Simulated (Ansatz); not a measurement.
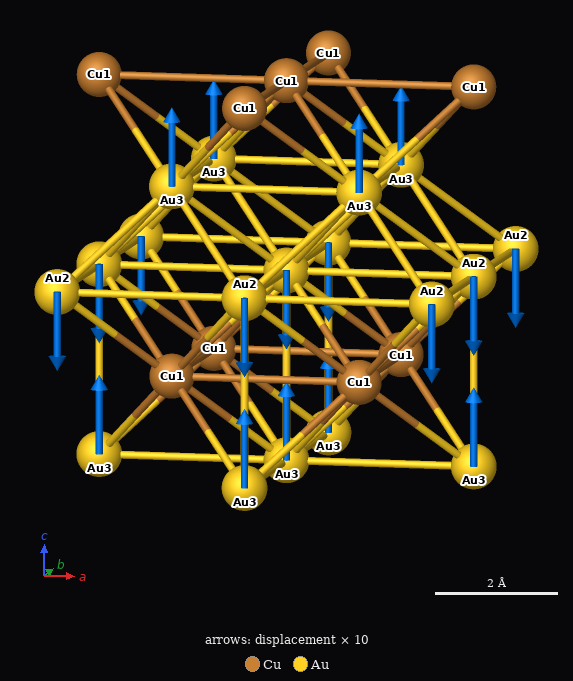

A relaxation of solid CuAu2 (set up in I4/mmm). The starting structure is drawn; blue arrows show the displacements (the part carried along by the change of the cell is left out), magnified 10 times.

Style: ball-and-stick. Shown: the atoms within 5.0 Å of the atom that moves most (axes of the conventional cell (2 times the calculation's cell)), slightly off an axis. Lengths and directions refer to the drawn axes.

Case: 1 of 3 Au sites taken by Cu, cell and atoms relaxed.

Computed with Ansatz, DFT PBE, scalar-relativistic, plane waves, PAW.

The input:
```yaml
crystal:
  lattice:
    - [0.0, 0.0, 3.1626522458]
    - [0.0, 3.1626522458, 0.0]
    - [-4.7439783687, -1.5813261229, -1.5813261229]
  atoms:
    - { symbol: Cu, position: [0.3333333333, 0.3333333333, 0.6666666667] }
    - { symbol: Au, position: [0.0, 0.0, 0.0] }
    - { symbol: Au, position: [0.6666666667, 0.6666666667, 0.3333333333] }
basis:
  ecutwfc: 420
kpoints:
  mp_grid: { grid: [14, 14, 14] }
hamiltonian:
  xc: pbe
scf:
  occupations: { method: gaussian, width: 0.1 }
output:
  forces: true
  stress: true
  eigenvalues: true
relax:
  adjacent_minimum: "off"
  f_tol: 0.015
  max_steps: 60
  cell: { stress_tol: 0.15 }
```

Run as
```bash
ansatz run input.yaml --threads 1 --pin off --max-ram 2560MiB --backend cpu --events-out ev --progress --plain --runs-dir out
```

Atoms of which element are displaced furthest, and by how much?

Gold: up to 0.13 Å, against 0.00 Å for copper.

What happened in the run?

The largest moves relative to the cell, 0.13 Å, are those of Au2 and Au3. Au2 goes along −c. Cu stays in place. The drawn cell changes as follows: a = b 3.163 → 2.912 Å (−7.9 %), c 9.488 → 11.325 Å (+19.4 %); the volume changes by +1.2 %. Some distances before and after: Au2–Au3 3.163 → 3.511 Å, Au2–Au2 3.163 → 2.912 Å, Cu1–Cu1 3.163 → 2.912 Å, Au2–Au3 (another image) 2.739 → 2.978 Å. The space group stays I4/mmm (No. 139). The energy falls by 74.0 meV per atom in 12 accepted moves (15 points after the start). Largest force component: 1.5 eV/Å at the start, 0.00038 eV/Å at the end. The pressure goes from 3.98 to −0.07 GPa. The line search rejected the trial step at point 9 of the run. At 2 points the geometry stayed and the basis and grid were re-selected for the new cell (energy shift of 3.4 meV per atom at most each time).
